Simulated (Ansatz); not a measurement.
## Geometry relaxation of Ga

System: Ga (Im-3m, 1 atom in the cell).
Method: DFT, PBE, all-electron LAPW, scalar-relativistic, no spin polarisation (Ansatz 0.2.0).

It belongs to a series of runs on one base structure; here: bcc relaxed under pressure, LAPW. Figures and captions count atoms from 1; the log counts them from 0 in places.

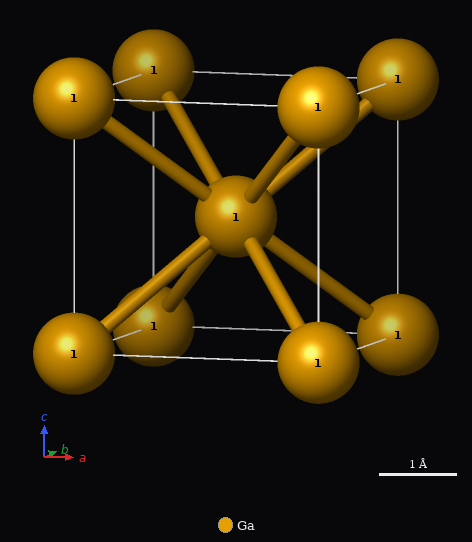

Fig. 1: The starting structure (ball-and-stick view of the cell 2 times as large as that of the calculation, set on its symmetry axes, seen slightly off an axis; atoms are numbered from 1 in the order of the input). Near neighbours in the crystal (not all of them lie inside the picture): Ga has 8 Ga at 2.91 Å.

The input
```yaml
crystal:
  lattice:
    - [-1.6799022261, 1.6799022261, 1.6799022261]
    - [1.6799022261, -1.6799022261, 1.6799022261]
    - [1.6799022261, 1.6799022261, -1.6799022261]
  atoms:
    - { symbol: Ga, position: [0.0, 0.0, 0.0] }
kpoints:
  mp_grid: { grid: [16, 16, 16] }
scf:
  occupations: { method: fermi_dirac, width: 0.08 }
hamiltonian:
  xc: pbe
  pseudopotentials: { kind: all_electron, lapw: { basis_error: 0.0005 } }
output:
  forces: true
  stress: true
  eigenvalues: true
relax:
  f_tol: 0.005
  max_steps: 12
  cell: { p_target: 0.71, stress_tol: 0.03 }
```

Launch command:
```bash
ansatz run input.yaml --threads 1 --pin off --max-ram 3584MiB --backend cpu --events-out ev --progress --plain --runs-dir out
```

The program's output
```
The last accepted step is kept in [file] (removed where the run ends without a failure and the disk answers)
LAPW: plane waves up to 8.021 Å⁻¹, error target 5.0e-4 eV per atom; small_component_spin mean_spin; Ga in spheres of 1.411 Å, 21 of its electrons in bands, Dirac shells [] (how accurate: hamiltonian.pseudopotentials.lapw.basis_error, Limitations)
Engine: ansatz 0.2.0, aarch64-unknown-linux-gnu
Pseudopotentials: kind: all_electron
Pseudopotential: Ga, LAPW, valence charge 21, lapw/all_electron/scalar/gaussian/Ga, Koelling and Harmon's equation, gaussian nucleus
Functional definition: PBE
  parameter kappa = 0.804
  parameter beta = 0.06672455060314922
  exchange = pbe_x(kappa = kappa, mu = beta*pi^2/3)
  correlation = pbe_c(beta = beta)
Crystal: 1 atoms, lattice volume = 18.963 Å³
Basis set: ecut = 245.0963600392536 eV, 177 PW (Γ), exchange–correlation at level 2
Bands: 15, of which v1, the nominal top of the filled ones, is band 11 counted from 1 (10 counted from 0)
Symmetry: 48 space group operations
Space group: Im-3m (ITA 229), of the structure as read, at distance tolerance 2.7e-5 Å
k-points: 145 of 4096
Non-local potential: Ga, projectors of the file, none
Initial density: superposition of atomic densities (chi_scale 0.1, normalization cell)
Initial wavefunctions: plane waves of lowest kinetic energy (no species holds an atomic orbital)
Functional: x = pbe(κ = 0.804, μ = 0.2195149727645171), c = pbe(β = 0.06672455060314922)
iter 1 solved again at ethr=4.23e-5 eV; its pass at ethr=1.00e-1 eV (dr2=8.88e-3 eV) is discarded
SCF iter   1: F=—  HF=-52899.840825 eV  |F-HF|=—  |Δ(HF+E_count)|=         —  Δρ=8.41e-3  dr2=8.91e-3  ethr=4.23e-5  ⟨swp⟩=3.2  Hψ=15200  notcnv=0
preconditioner: auto → Kerker (q_TF=auto, 2.775 Å⁻¹)  [metal: Δε(μ)=0.009 eV  Ē_g=21.098 eV  σ=0.080 eV  W_gap=0.03  n_scr=12 (ndim 8)  ℏωp=30.7 eV  f_vac=0.000  D(μ)=0.56/eV (n_scr^D=0)]
SCF iter   2: F=—  HF=-52899.815221 eV  |F-HF|=—  |Δ(HF+E_count)|=   2.56e-2  Δρ=4.48e-3  dr2=2.98e-3  ethr=4.23e-5  ⟨swp⟩=2.0  Hψ=6163  notcnv=0
SCF iter   3: F=—  HF=-52899.810638 eV  |F-HF|=—  |Δ(HF+E_count)|=   4.58e-3  Δρ=3.37e-3  dr2=1.87e-3  ethr=1.42e-5  ⟨swp⟩=2.0  Hψ=6160  notcnv=0
SCF iter   4: F=—  HF=-52899.809747 eV  |F-HF|=—  |Δ(HF+E_count)|=   8.91e-4  Δρ=1.84e-3  dr2=6.51e-4  ethr=8.93e-6  ⟨swp⟩=2.0  Hψ=6160  notcnv=0
iter 5 solved again at ethr=2.22e-7 eV; its pass at ethr=3.10e-6 eV (dr2=4.67e-5 eV) is discarded
SCF iter   5: F=—  HF=-52899.809708 eV  |F-HF|=—  |Δ(HF+E_count)|=   3.91e-5  Δρ=4.43e-4  dr2=4.66e-5  ethr=2.22e-7  ⟨swp⟩=2.0  Hψ=10459  notcnv=0
SCF iter   6: F=—  HF=-52899.809709 eV  |F-HF|=—  |Δ(HF+E_count)|=   1.13e-6  Δρ=6.62e-5  dr2=8.16e-7  ethr=2.22e-7  ⟨swp⟩=2.0  Hψ=6160  notcnv=0
SCF iter   7: F=-52899.809709 eV  HF=-52899.809709 eV  |F-HF|=7.11e-9  |Δ(HF+E_count)|=   1.03e-7  Δρ=8.46e-6  dr2=9.21e-9  ethr=3.88e-9  ⟨swp⟩=2.0  Hψ=6162  notcnv=0
SCF 1 converged in 7 iterations: F = -52899.809709 eV  dr2 = 9.21e-9
relax step   1: F+E_penalty+E_count = -52899.80970906 eV  Δ(F+E_penalty+E_count) = +0.000e0 eV  max|allowed force component| = 0.000e0 eV/Å  Δτ_max = 0.0000 Å  P = +0.734 GPa  Ω = 18.963 Å³  (7 SCF iters, accepted)
Initial density: handed on by an earlier stage of this run
Initial wavefunctions: those handed on with the density
iter 1 solved again at ethr=3.50e-11 eV; its pass at ethr=1.00e-1 eV (dr2=7.36e-9 eV) is discarded
SCF iter   1: F=—  HF=-52899.809709 eV  |F-HF|=—  |Δ(HF+E_count)|=         —  Δρ=7.72e-6  dr2=7.40e-9  ethr=3.50e-11  ⟨swp⟩=4.7  Hψ=11328  notcnv=0
preconditioner: auto → Kerker (q_TF=auto, 2.775 Å⁻¹)  [metal: Δε(μ)=0.033 eV  Ē_g=21.566 eV  σ=0.080 eV  W_gap=0.10  n_scr=12 (ndim 8)  ℏωp=30.7 eV  f_vac=0.000  D(μ)=0.56/eV (n_scr^D=0)]
SCF iter   2: F=-52899.809709 eV  HF=-52899.809709 eV  |F-HF|=3.57e-9  |Δ(HF+E_count)|=   4.34e-9  Δρ=5.33e-6  dr2=3.61e-9  ethr=3.50e-11  ⟨swp⟩=2.0  Hψ=6160  notcnv=0
SCF 2 converged in 2 iterations: F = -52899.809709 eV  dr2 = 3.61e-9
relax step   2: F+E_penalty+E_count = -52899.80970906 eV  Δ(F+E_penalty+E_count) = -1.128e-9 eV  max|allowed force component| = 0.000e0 eV/Å  Δτ_max = 0.0000 Å  P = +0.734 GPa  Ω = 18.963 Å³  stress off target by 2.44e-2 GPa  SCF on the basis re-selected at this cell (its energy is not comparable with the rows above)  (2 SCF iters)
basis re-selected at this cell: Δ(F+E_penalty+E_count) = -1.128e-9 eV, ΔP = +0.000 GPa vs the last step (what re-selecting the basis moved, after the strain that the cell walked since its last selection, with what the two solves' SCF thresholds leave and, on support functions, any second-order correction that the steps lacked; it is no measure of the basis error at this ecutwfc). This SCF's stress stands 2.44e-2 GPa from its target on what of the cell is left free (relax.cell.stress_tol is 3.00e-2 GPa) and its largest allowed force component is 0.00e0 eV/Å (relax.f_tol is 5.00e-3 eV/Å): within both
SCF converged after 2 iterations
Free energy (F): -52899.809709 eV
Harris-Foulkes:  -52899.809709 eV  (|F-HF|=3.57e-9)
Internal energy: -52899.798591 eV  (E = F + TS)
E sigma→0 (E₀):  -52899.804150 eV
Entropy (-TS):   -0.011118 eV (-11.118 meV/atom)
Fermi energy:    11.718271 eV
--- Per-component energies (eV) ---
  E_band       = -769.591157
  E_kinetic    = 53940.292143
  E_xc         = -2059.227246
  E_electrostatic = -104780.863488  (all electrons and nuclei)
  E_smearing   = -0.011118  (= −TS)
  E_closure    = 0.000000  (closes the sum)
  E_atoms      = -52896.944559  (free atoms, spherical and without spin; not in F)
  Σ components = -52899.809709   (vs F -52899.809709, Δ=0.00e0)
  Basis errors (estimates in eV, not in F): energy 1.3e-4 per atom: plane waves 1.3e-4 (6.8e-5 summed), levels above the bands 1.1e-77, relativity 3.7e-9, radial functions 1.0e-6, core shells 7.0e-15; eigenvalues (radial functions only) 6.1e-5; not estimated: angular momenta, meshes, grids; target (lapw.basis_error) 5.0e-4; muffin-tin radii Ga 1.411 Å
--- Forces (eV/Å), atoms counted from 1 ---
  atom   1  Ga    -0.00000000     0.00000000     0.00000000
  max |Σ_I F_I| component: 2.31e-33 eV/Å
--- Stress (GPa, compression-positive) ---
        0.734389      -0.000000       0.000000
       -0.000000       0.734389      -0.000000
        0.000000      -0.000000       0.734389
  P = ⅓ Tr σ = 0.7344 GPa (7.344 kbar)
--- Band table (eV; the first three rows and the last of 145) ---
  k-point 0: bands = ["-132.0061", "-82.7359", "-82.7359", "-82.7359", "-3.2029", "-3.2029", "-3.2029", "-3.0180", "-3.0180", "0.7053", "24.2219", "24.2219", "24.2219", "28.6028", "28.6028"]
  k-point 1: bands = ["-132.0061", "-82.7360", "-82.7359", "-82.7359", "-3.2061", "-3.2006", "-3.1919", "-3.0212", "-3.0180", "0.8111", "23.2205", "23.6942", "24.0458", "27.4270", "27.5182"]
  k-point 2: bands = ["-132.0061", "-82.7364", "-82.7361", "-82.7359", "-3.2151", "-3.1957", "-3.1603", "-3.0297", "-3.0180", "1.1298", "21.0021", "22.6365", "23.5517", "26.2556", "26.3278"]
  k-point 144: bands = ["-132.0056", "-82.7390", "-82.7390", "-82.7390", "-3.3021", "-3.3021", "-2.9303", "-2.9303", "-2.9303", "13.1219", "13.3219", "13.3219", "13.3219", "17.4508", "17.4508"]
--- Relaxed structure (1 steps of the walk, 1 accepted, 1 SCFs on fresh bases) ---
  F+E_penalty+E_count = -52899.80970906 eV   max|allowed force component| = 0.000e0 eV/Å   (the final SCF, on the basis selected at the relaxed cell)
  cell:  # Å, volume = 18.9632 Å³
    - [-1.6799022261, 1.6799022261, 1.6799022261]
    - [1.6799022261, -1.6799022261, 1.6799022261]
    - [1.6799022261, 1.6799022261, -1.6799022261]
  atoms:
    - { symbol: Ga, position: [0.0, 0.0, 0.0] }
```

Trajectory as extended XYZ (Å, eV, eV/Å), 2 frames, from step=1 to step=2
```
1
Lattice="-1.6799 1.6799 1.6799 1.6799 -1.6799 1.6799 1.6799 1.6799 -1.6799" Properties=species:S:1:pos:R:3:forces:R:3 step=1 energy=-52899.80971 pressure_GPa=0.73
Ga    0.0000    0.0000    0.0000    0.0000   0.0000   0.0000
1
Lattice="-1.6799 1.6799 1.6799 1.6799 -1.6799 1.6799 1.6799 1.6799 -1.6799" Properties=species:S:1:pos:R:3:forces:R:3 step=2 energy=-52899.80971 pressure_GPa=0.73
Ga    0.0000    0.0000    0.0000    0.0000   0.0000   0.0000
```

Summary

```tsv
quantity	value
outcome	converged
space group (tolerance 0.01 Å)	Im-3m (229)
electrons in bands (core shells apart)	21
free energy	−52899.8097 eV
Fermi energy	11.718 eV
pressure	0.73 GPa
final volume	18.96 Å³
largest force (length of the vector) at the end	under 0.001 eV/Å
final cell	a = 2.910 Å, b = 2.910 Å, c = 2.910 Å, α = 109.47°, β = 109.47°, γ = 109.47°
hardware	1 thread of Arm Neoverse V1, 24 GiB of memory available, shared host
wall time	16 s
peak memory	0.31 GiB
```
